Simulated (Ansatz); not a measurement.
## Vibrations of species on Co(0001)

Aim: bond lengths and vibrational modes of species bound on Co(0001).

Main program and level: Ansatz 0.2.0; DFT PBE, scalar-relativistic, plane waves, PAW; PAW set soft_1.

## Step 1: The bulk crystal behind the slab

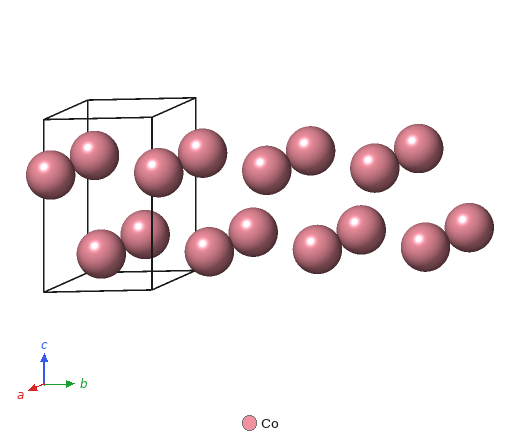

The starting structure, seen slightly off an axis (cobalt pink). 2×4×1 cells are drawn.

## Step 2: Relaxation of the host

The host crystal is relaxed at the same level, and its volume sets the scale of the cells that follow.

File input.yaml:

```yaml
crystal:
  lattice:
    - [2.5, 0.0, 0.0]
    - [-1.25, 2.1650635095, 0.0]
    - [0.0, 0.0, 4.05]
  atoms:
    - { symbol: Co, position: [0.3333333333, 0.6666666667, 0.25], spin: 1.6 }
    - { symbol: Co, position: [0.6666666667, 0.3333333333, 0.75], spin: 1.6 }
kpoints:
  mp_grid: { grid: [24, 24, 12] }
hamiltonian:
  xc: pbe
  pseudopotentials: { kind: paw, azcp: { folder: soft_1 } }
scf:
  occupations: { method: gaussian, width: 0.1 }
output:
  forces: true
  stress: true
  eigenvalues: true
  populations: true
magnetization:
  spin_polarized: true
relax:
  adjacent_minimum: "off"
  f_tol: 0.002
  max_steps: 60
  cell: { stress_tol: 0.02 }
```

On the command line:

```console
> ansatz run input.yaml --threads 8 --pin off --max-ram 20480MiB --backend cpu --events-out ev --progress --plain --runs-dir out
```

Numbers of over 12 decimals in the logs are rounded to 6 here.

What it wrote:

```text
The last accepted step is kept in <dir> (removed where the run ends without a failure and the disk answers)
Engine: ansatz 0.2.0, aarch64-unknown-linux-gnu
Pseudopotentials: kind: paw
Pseudopotential: Co, paw, valence charge 17, recommended cutoff 420 eV (normal), soft_1/Co.paw.azcp
Functional definition: PBE
  parameter kappa = 0.804
  parameter beta = 0.066725
[...]
cell:  # Å, volume = 21.7252 Å³
    - [2.494378, 0, 0.0]
    - [-1.247189, 2.160195, 0.0]
    - [0.0, 0.0, 4.031888]
  atoms:
    - { symbol: Co, position: [0.333333, 0.666667, 0.25] }
    - { symbol: Co, position: [0.666667, 0.333333, 0.75] }
--- Löwdin populations: 2 sites ---
  site symbol       q [e]    m [muB]
     0     Co     16.7794     1.6837
     1     Co     16.7794     1.6837
  spilling = 0.012977 (of n_electrons = 34.000000)
[key lines of the parts left out:]
SCF converged after 8 iterations
Magnetization: 3.2348 μB (18.6174 up, 15.3826 down)
Free energy (F): -10252.320994 eV
Fermi energy:    18.667301 eV
P = ⅓ Tr σ = 0.0118 GPa (0.118 kbar)
```

It took 34 s on 8 threads of Arm Neoverse N1, shared host; peak memory 0.64 GiB; 4.1 min of CPU time.

Step by step:

```tsv
step	energy less that of the first step (eV)	largest force component (eV/Å)	pressure (GPa)	volume (Å³)
1	0.0000	0.0000	-1.88	21.92
2	-0.0011	0.0000	-0.87	21.82
3	-0.0015	0.0000	0.02	21.72
4	-0.0015	0.0000	0.00	21.73
5*	-0.0012	0.0000	0.01	21.73
```

Relaxation steps marked * repeat the geometry before them on a plane-wave basis chosen anew for their cell, so energy and pressure can jump there.

The run keeps the 24 symmetry operations that it works with, so distortions that break them were not tested.

```tsv
conventional cell, symmetrised	before	after	change
a (Å)	2.500	2.494	-0.2 %
b (Å)	2.500	2.494	-0.2 %
c (Å)	4.050	4.032	-0.4 %
volume (Å³/atom)	10.96	10.86	-0.9 %
```

Final coordinates:

```xyz
2
Lattice="2.4944 0.0000 0.0000 -1.2472 2.1602 0.0000 0.0000 0.0000 4.0319" Properties=species:S:1:pos:R:3 pbc="T T T"
Co    0.0000    1.4401    1.0080
Co    1.2472    0.7201    3.0239
```

This step gave:

```yaml
magnetization: 3.235 μB
site_moments: 1.693, 1.693 μB
pressure: 0.01184 GPa
volume_per_atom: 10.86 Å³
gap_on_the_k_mesh: 0 eV
```

The forces vanish by symmetry.

The cell shrank by 0.9 % in volume.

## Step 3: Relaxation in the fixed cell: Cl at the hcp hollow site, 1 monolayer

The slab carries Cl at the hcp hollow site, 1 monolayer. The typed slab is scaled evenly to the volume of the relaxed bulk, at the typed c/a. The lowest layers are held, and the other atoms relax. The program lengthens the typed cell of 22.7 Å along the normal to 39.4 Å, as its cut-off of the electrostatics needs, and moves no atom.

System of this step: Cl at the hcp hollow site, 1 monolayer on Co(0001). The cell holds 5 atoms: 4 Co and 1 Cl. Its edges and angles: a = 2.493 Å, b = 2.493 Å, c = 39.355 Å, α = 90.0°, β = 90.0°, γ = 60.0°. It derives from Co. Vacuum lies along c.

File input.yaml:

```yaml
crystal:
  lattice:
    - [2.4925239033, 0.0, 0.0]
    - [1.2462619517, 2.1585855208, 0.0]
    - [0.0, 0.0, 22.732525875]
  atoms:
    - { symbol: Co, position: [0.666667, 0.666667, 0.328937], spin: 1.6 }
    - { symbol: Co, position: [0.0, 0.0, 0.41775], spin: 1.6 }
    - { symbol: Co, position: [0.666667, 0.666667, 0.506563], spin: 1.6 }
    - { symbol: Co, position: [0.0, 0.0, 0.595376], spin: 1.6 }
    - { symbol: Cl, position: [0.666667, 0.666667, 0.671063] }
  periodic: [true, true, false]
kpoints:
  mp_grid: { grid: [12, 12, 1] }
hamiltonian:
  xc: pbe
  pseudopotentials: { kind: paw, azcp: { folder: soft_1 } }
scf:
  occupations: { method: gaussian, width: 0.1 }
output:
  forces: true
  eigenvalues: true
  populations: true
magnetization:
  spin_polarized: true
relax:
  adjacent_minimum: "off"
  f_tol: 0.003
  max_steps: 120
  constraints: [{ sites: [0, 1] }]
```

What it wrote:

```text
Warning: crystal.periodic: the lattice vector that does not repeat stood 0.000° off the slab's normal, 22.733 Å along it as the deck builds it. The run solves the slab on a vector along the normal, 39.355 Å long, with every atom where it was (on the deck's vector they left 14.96 Å outside them, and the widest stretch free of ions among them is 2.02 Å). A fractional position that the run reports is one of the run's ce [...]
Warning: the atoms were moved onto the symmetric positions of the space group found under crystal.symmetry.tolerance 1.0e-5 (fractional; no operation is sought that the atoms, as they stand in a round, miss by more than twice it, and no atom is moved by as much as it), and the run uses the moved positions. Before a round's move an operation carried an atom to 1.50e-6 Å from where it should land, the largest such dist [...]
[...]
crystal.periodic: the lattice vector that does not repeat stood 0.000° off the slab's normal, 22.733 Å along it as the deck builds it. The run solves the slab on a vector along the normal, 39.355 Å long, with every atom where it was (on the deck's vector they left 14.96 Å outside them, and the widest stretch free of ions among them is 2.02 Å). A fractional position that the run reports is one of the run's cell, which [...]
[...]
Crystal: 5 atoms, lattice volume = 211.742 Å³
Basis set: ecut = 420 eV, 4001 PW (Γ), exchange–correlation on 36×36×540 points (8 copies of the dense FFT grid, shifted against one another)
Bands: 49, of which v1, the nominal top of the filled ones, is band 38 counted from 1 (37 counted from 0)
Symmetry: 6 space group operations
[...]
k-points: 19 of 144 (time reversal used)
[...]
Starting moments: Σ|m| = 6.4 μB on 4 of 5 sites
[...]
SCF iter   1: F=—  HF=-21579.158536 eV  |F-HF|=—  |Δ(HF+E_count)|=         —  Δρ=2.85e-2 (↑1.66e-2 ↓2.85e-2)  dr2=5.72e1  dr2_m=4.69e-1  M=6.313 μB ∫|m|=6.559 μB  β_m=0.30  ethr=3.10e-3  ⟨swp⟩=19.8  Hψ=15468  notcnv=0  defer=39
[...]
spin=Collinear: LDOS preconditioning applied to the charge; magnetization (m = ρ↑ − ρ↓) channel mixes plain (no charge-response kernel on spin).
SCF iter   2: F=—  HF=-21578.031729 eV  |F-HF|=—  |Δ(HF+E_count)|=    1.13e0  Δρ=2.93e-2 (↑2.93e-2 ↓1.03e-2)  dr2=1.77e1  dr2_m=4.20e-1  M=6.433 μB ∫|m|=6.746 μB  β_m=0.35  ethr=3.10e-3  ⟨swp⟩=3.5  Hψ=3842  notcnv=0  defer=156
[...]
SCF iter  14: F=-21581.549021 eV  HF=-21581.549021 eV  |F-HF|=7.72e-8  |Δ(HF+E_count)|=   1.23e-8  Δρ=3.35e-6 (↑8.44e-7 ↓3.35e-6)  dr2=4.53e-8  dr2_m=5.33e-9  M=6.911 μB ∫|m|=7.488 μB  ethr=1.90e-10  ⟨swp⟩=19.1  Hψ=13698  notcnv=0
SCF 1 converged in 14 iterations: F = -21581.549021 eV  dr2 = 4.53e-8
[...]
relax step   1: F+E_penalty+E_count = -21581.54902140 eV  Δ(F+E_penalty+E_count) = +0.000e0 eV  max|allowed force component| = 1.521e0 eV/Å  Δτ_max = 0.0000 Å  (14 SCF iters, dr2 threshold 2.25e-7 eV, accepted)
[...]
SCF iter   7: F=-21581.615873 eV  HF=-21581.615892 eV  |F-HF|=1.83e-5  |Δ(HF+E_count)|=   6.31e-6  Δρ=4.49e-5 (↑3.05e-5 ↓4.49e-5)  dr2=2.04e-5  dr2_m=2.14e-7  M=6.903 μB ∫|m|=7.490 μB  ethr=6.64e-9  ⟨swp⟩=14.3  Hψ=11616  notcnv=0
SCF 2 converged in 7 iterations: F = -21581.615873 eV  dr2 = 2.04e-5
relax step   2: F+E_penalty+E_count = -21581.61587334 eV  Δ(F+E_penalty+E_count) = -6.685e-2 eV  max|allowed force component| = 1.129e0 eV/Å  Δτ_max = 0.0615 Å  (7 SCF iters, dr2 threshold 1.00e-4 eV, accepted)
[...]
SCF iter   1: F=—  HF=-21581.715672 eV  |F-HF|=—  |Δ(HF+E_count)|=         —  Δρ=2.55e-3 (↑2.33e-3 ↓2.55e-3)  dr2=5.09e-1  dr2_m=2.22e-3  M=6.898 μB ∫|m|=7.488 μB  β_m=0.30  ethr=5.60e-4  ⟨swp⟩=2.1  Hψ=7813  notcnv=0  defer=143
eigensolver tolerance schedule calibrated: the retry pair's looser diagonalisation under-reported the residual by θ = 0.18 (0.24/decade); ethr = c·dr2/N_el runs at the constant in force after the calibration composes with the one it found (an armed cap, an earlier calibration), c = 1.8e-2
[...]
SCF iter   2: F=—  HF=-21581.705259 eV  |F-HF|=—  |Δ(HF+E_count)|=   1.04e-2  Δρ=1.70e-3 (↑1.70e-3 ↓1.44e-3)  dr2=1.84e-1  dr2_m=1.44e-3  M=6.880 μB ∫|m|=7.474 μB  β_m=0.42  ethr=1.22e-4  ⟨swp⟩=2.2  Hψ=2296  notcnv=0  defer=145
[...]
SCF iter   8: F=-21581.708610 eV  HF=-21581.708631 eV  |F-HF|=2.10e-5  |Δ(HF+E_count)|=   3.18e-6  Δρ=4.25e-5 (↑4.25e-5 ↓3.74e-5)  dr2=2.17e-5  dr2_m=7.28e-7  M=6.847 μB ∫|m|=7.455 μB  ethr=6.77e-9  ⟨swp⟩=15.6  Hψ=11479  notcnv=0
SCF 3 converged in 8 iterations: F = -21581.708610 eV  dr2 = 2.17e-5
relax step   3: F+E_penalty+E_count = -21581.70860983 eV  Δ(F+E_penalty+E_count) = -9.274e-2 eV  max|allowed force component| = 4.511e-1 eV/Å  Δτ_max = 0.1350 Å  (8 SCF iters, dr2 threshold 7.96e-5 eV, accepted)
[...]
relax step   4: F+E_penalty+E_count = -21581.72448299 eV  Δ(F+E_penalty+E_count) = -1.587e-2 eV  max|allowed force component| = 2.553e-1 eV/Å  Δτ_max = 0.1060 Å  (9 SCF iters, dr2 threshold 3.25e-5 eV, accepted)
[...]
relax step   5: F+E_penalty+E_count = -21581.73270172 eV  Δ(F+E_penalty+E_count) = -8.219e-3 eV  max|allowed force component| = 1.519e-2 eV/Å  Δτ_max = 0.0699 Å  (8 SCF iters, dr2 threshold 1.04e-5 eV, accepted)
[...]
relax step   6: F+E_penalty+E_count = -21581.73270687 eV  Δ(F+E_penalty+E_count) = -5.159e-6 eV  max|allowed force component| = 1.500e-2 eV/Å  Δτ_max = 0.0000 Å  (9 SCF iters, accepted)
SCF iter   1: F=—  HF=-21581.732802 eV  |F-HF|=—  |Δ(HF+E_count)|=         —  Δρ=3.30e-4 (↑3.30e-4 ↓1.96e-4)  dr2=4.29e-4  dr2_m=1.16e-4  M=6.781 μB ∫|m|=7.403 μB  β_m=0.65  ethr=7.77e-6  ⟨swp⟩=2.6  Hψ=3681  notcnv=0  defer=128
[...]
SCF iter  12: F=-21581.732751 eV  HF=-21581.732751 eV  |F-HF|=5.36e-9  |Δ(HF+E_count)|=  2.69e-10  Δρ=9.68e-7 (↑2.11e-7 ↓9.68e-7)  dr2=5.94e-9  dr2_m=2.96e-10  M=6.782 μB ∫|m|=7.404 μB  ethr=1.88e-11  ⟨swp⟩=4.1  Hψ=6181  notcnv=0
SCF 7 converged in 12 iterations: F = -21581.732751 eV  dr2 = 5.94e-9
relax step   7: F+E_penalty+E_count = -21581.73275078 eV  Δ(F+E_penalty+E_count) = -4.390e-5 eV  max|allowed force component| = 9.663e-4 eV/Å  Δτ_max = 0.0057 Å  (12 SCF iters, accepted)
SCF converged after 12 iterations
Magnetization: 6.7816 μB (40.8908 up, 34.1092 down)
Absolute magnetization: 7.4110 μB (∫|ρ↑−ρ↓|, with the PAW one-centre terms)
[...]
Per-site moments (μB) at R_I (Å): [(1.793057, 1.022719), (1.762298, 1.022719), (1.709183, 1.005590), (1.721328, 1.005590), (0.050161, 1.028165)]
Free energy (F): -21581.732751 eV
[...]
Internal energy: -21581.711123 eV  (E = F + TS)
E sigma→0 (E₀):  -21581.721937 eV
Entropy (-TS):   -0.021628 eV (-4.326 meV/atom)
Fermi energy:    -4.635177 eV
[...]
--- Forces (eV/Å), atoms counted from 1 ---
  atom   1  Co     0.00000000     0.00000000     0.41076299
  atom   2  Co    -0.00000000    -0.00000000    -0.41080108
  atom   3  Co     0.00000000     0.00000000    -0.00096631
  atom   4  Co    -0.00000000    -0.00000000     0.00028280
  atom   5  Cl    -0.00000000     0.00000000     0.00069286
  max |Σ_I F_I| component: 2.87e-5 eV/Å
--- Band table (eV; the first three rows and the last of 38) ---
  k-point 0 ↑: bands = [... 34 lower, -6.5258, -6.1585, -6.1585, -5.7528, -5.7528, -5.5961, -5.5961, -5.0056, ... 7 higher]
  k-point 1 ↑: bands = [... 34 lower, -6.5702, -6.2552, -6.1848, -5.9967, -5.7583, -5.5776, -5.4659, -4.2719, ... 7 higher]
  k-point 2 ↑: bands = [... 34 lower, -6.5409, -6.5160, -6.2224, -5.9827, -5.7725, -5.6160, -5.5405, -4.9435, ... 7 higher]
  k-point 18 ↓: bands = [... 34 lower, -4.3888, -4.0837, -3.9180, -3.8599, -3.6766, -3.6113, 0.8193, 1.3924, ... 7 higher]
  ° read free of the cell's end (the report's vacuum.weakly_bound_levels)
  °? not known for the slab's own: over its row's bound_up_to_ev there, or no deeper under its free states than its continued_xc_part_ev in size
--- Relaxed structure (7 steps of the walk, 7 accepted, 0 SCFs on fresh bases) ---
  F+E_penalty+E_count = -21581.73275078 eV   max|allowed force component| = 9.663e-4 eV/Å
  cell:  # Å, volume = 211.7415 Å³
    - [2.492522, -2.886748845766337e-11, 0.0]
    - [1.246261, 2.158587, 0.0]
    - [0.0, 0.0, 39.354776]
  atoms:
    - { symbol: Co, position: [0.666667, 0.666667, 0.190004] }
    - { symbol: Co, position: [8.437692234294112e-17, 1.073215361066228e-16, 0.241305] }
    - { symbol: Co, position: [0.666667, 0.666667, 0.293110] }
    - { symbol: Co, position: [8.437692234294732e-17, 1.0638972259716554e-16, 0.343110] }
    - { symbol: Cl, position: [0.666667, 0.666667, 0.395600] }
--- Löwdin populations: 5 sites ---
  site symbol       q [e]    m [muB]
     0     Co     16.7847     1.7884
     1     Co     16.7716     1.7601
     2     Co     16.7597     1.7098
     3     Co     16.6585     1.7002
     4     Cl      7.0886     0.0644
  spilling = 0.012491 (of n_electrons = 75.000000)
```

It took 90 s on 8 threads; peak memory 0.92 GiB.

Relaxation path:

```tsv
step	energy less that of the first step (eV)	largest force component (eV/Å)
1	0.0000	1.5207
2	-0.0669	1.1286
3	-0.1596	0.4511
4	-0.1755	0.2553
5	-0.1837	0.0152
6	-0.1837	0.0150
7	-0.1837	0.0010
```

Forces are held to the 6 operations that the run works with; a distortion that breaks them can't arise in this run.

The atoms that moved most (Å):

```tsv
atom	dx	dy	dz	length
Cl5	0.000	0.000	0.314	0.314
Co4	0.000	0.000	-0.031	0.031
Co3	0.000	0.000	0.020	0.020
```

Final coordinates:

```xyz
5
Lattice="2.4925 0.0000 0.0000 1.2463 2.1586 0.0000 0.0000 0.0000 39.3548" Properties=species:S:1:pos:R:3
Co    2.4925    1.4391    7.4776
Co    0.0000    0.0000    9.4965
Co    2.4925    1.4391   11.5353
Co    0.0000    0.0000   13.5030
Cl    2.4925    1.4391   15.5687
```

The largest force component left on a free atom is 0.97 meV/Å.

(Continued in part 2 of 3.)

[Logs are printed without paths, hosts, clocks, repeated set-up lines and the standing remarks that a program may print on its own settings, such as how far it seeks lower states.]

[Hosts, paths, dates, database ids (printed as entryN), source tags and the programs' standing remarks are cut or masked in the printed files.]
